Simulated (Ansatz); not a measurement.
A series of calculations on GaSb3

## 1. Relaxation

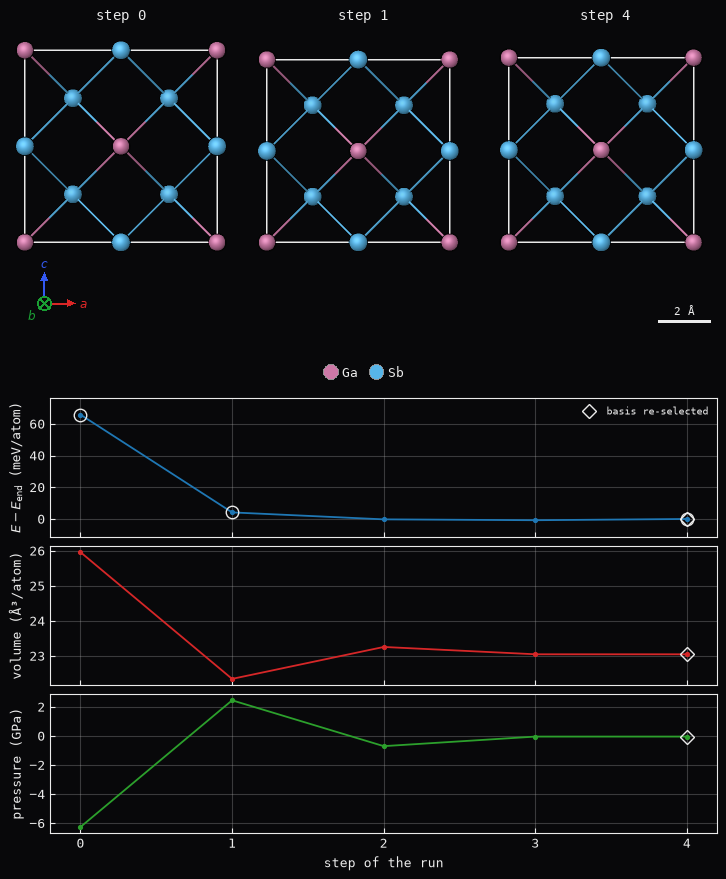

Frames of a relaxation of solid GaSb$_{3}$ (set up in Fm-3m) (coarse preliminary run), marked on the history of the run. Style: ball-and-stick. Shown: the conventional cell (4 times the calculation's cell), along the b axis. Lengths and directions refer to the drawn axes.

Theory: DFT PBEsol+D3(BJ), scalar-relativistic, plane waves, PAW in Ansatz. Set-up: plane-wave cutoff 420 eV; k-point mesh 6 × 6 × 6; occupations gaussian; smearing width 0.1 eV; no spin polarisation; cell and atoms relaxed; force threshold 0.05 eV/Å; at most 80 steps.

### What happens along the run?

The energy falls by 65.8 meV per atom in 3 accepted moves (4 points after the start). All forces vanish by symmetry, so only the cell relaxes. Pressure: −6.26 GPa at the start and −0.04 GPa at the end. At 1 point the geometry stayed and the basis and grid were re-selected for the new cell (energy shift of 0.8 meV per atom at most each time). No atom moves by more than 0.005 Å relative to the cell. Cell: a = b = c 7.461 → 7.171 Å (−3.9 %). Volume −11.2 %. Among the contacts that change: Sb–Sb 3.231 → 3.105 Å, Ga–Sb 3.231 → 3.105 Å. The space group stays Fm-3m (No. 225). From step 0 to 1: volume −13.9 %, energy −61.7 meV per atom. From step 1 to 4: volume +3.1 %, energy −4.2 meV per atom.

## 2. Scan

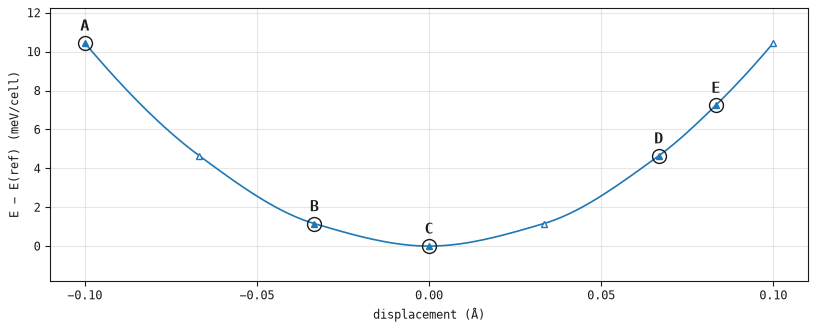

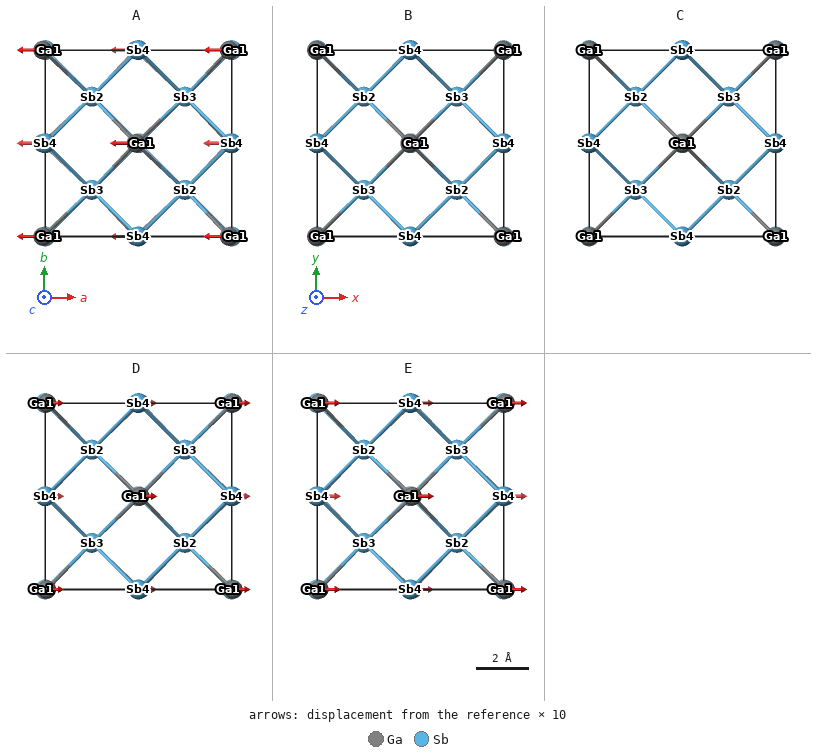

A crystal of GaSb₃ (Fm-3m): Ga1 (one in each cell of 4 atoms) is moved along Cartesian [1 0 0], all else fixed. The lettered frames are marked on the plot. Hollow markers are points alike by symmetry, not computed again. Style: ball-and-stick. Shown: the conventional cell (4 times the calculation's cell), along the c axis. Red arrows: displacements from the reference. Lengths and directions refer to the drawn axes.

These are results of DFT PBEsol+D3(BJ), scalar-relativistic, plane waves, PAW (Ansatz 0.2.0), not measurements. (plane-wave cutoff 420 eV; k-point mesh 12 × 12 × 12; occupations gaussian; smearing width 0.15 eV; no spin polarisation). Energies (free energies at the smearing named) are counted from the relaxed crystal.

**Read off the main features of the energy profile.**

Of the computed points the lowest is at the displacement 0.00 Å, 0.0 meV/cell. The end points stand at 10.4 meV/cell (−0.10 Å) and 10.4 meV/cell (0.10 Å). The curvature at zero is about 2.1 eV/Å². The well is symmetric. At the highest point the shortest interatomic distance is 3.05 Å, against 3.10 Å in the reference. The distortion takes the space group from Fm-3m to I4mm.

The computed points:

```csv
displacement (Å),E − E(ref) (meV/cell)
−0.1000,10.4
−0.0667,4.6
−0.0333,1.2
0.0000,0.0
0.0333,1.2
0.0667,4.6
0.0833,7.2
0.1000,10.4
```

Points that are alike by symmetry were computed once.

## 3. Scan

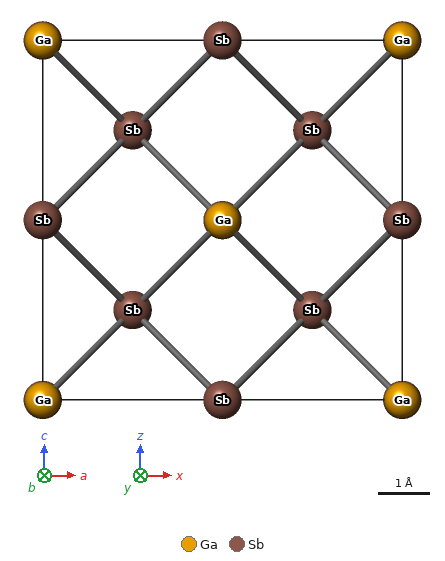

Energy scan for solid GaSb$_{3}$ (Fm-3m), in which the ratio of the cell's length along z to its lengths across, counted as 1 for the reference, is changed at fixed volume (a tetragonal or Bain path), with the atoms kept at their fractional coordinates. x, y and z are the Cartesian axes of the input. The picture shows the reference cell. Style: ball-and-stick. Shown: the conventional cell (4 times the calculation's cell), along the b axis. Lengths and directions refer to the drawn axes.

Level of theory: DFT PBEsol+D3(BJ), scalar-relativistic, plane waves, PAW (Ansatz 0.2.0). Set-up: plane-wave cutoff 420 eV; k-point mesh 14 × 14 × 14; occupations gaussian; smearing width 0.15 eV; no spin polarisation. Energies (free energies at the smearing named) are counted from the relaxed crystal.

```xyz
4
Lattice="0.0000 3.5855 3.5855 3.5855 0.0000 3.5855 3.5855 3.5855 0.0000" Properties=species:S:1:pos:R:3 pbc="T T T"
Ga    0.0000    0.0000    0.0000
Sb    1.7928    1.7928    1.7928
Sb    5.3783    5.3783    5.3783
Sb    3.5855    3.5855    3.5855
```

> Give the energy at each point (the relative ratio: 0.707, 0.780, 0.850, 1.000, 1.200, 1.300, 1.414).

| axial ratio over its reference value | E − E(ref) (meV/atom) |
| --- | --- |
| 0.707 | 112.1 |
| 0.780 | 33.0 |
| 0.850 | 11.1 |
| 1.000 | 0.0 |
| 1.200 | 32.0 |
| 1.300 | 39.7 |
| 1.414 | 45.7 |

The lowest computed point lies at the relative ratio 1.00 (0.0 meV/atom). The end points stand at 112.1 meV/atom (0.707) and 45.7 meV/atom (1.414). The distortion takes the space group from Fm-3m to I4/mmm. At the relative ratio 1.414 the cell of the drawing goes a 7.171 → 6.389 Å, b 7.171 → 6.389 Å, c 7.171 → 9.034 Å.

As a plot:

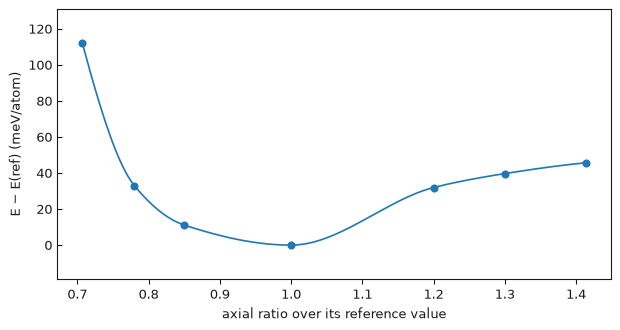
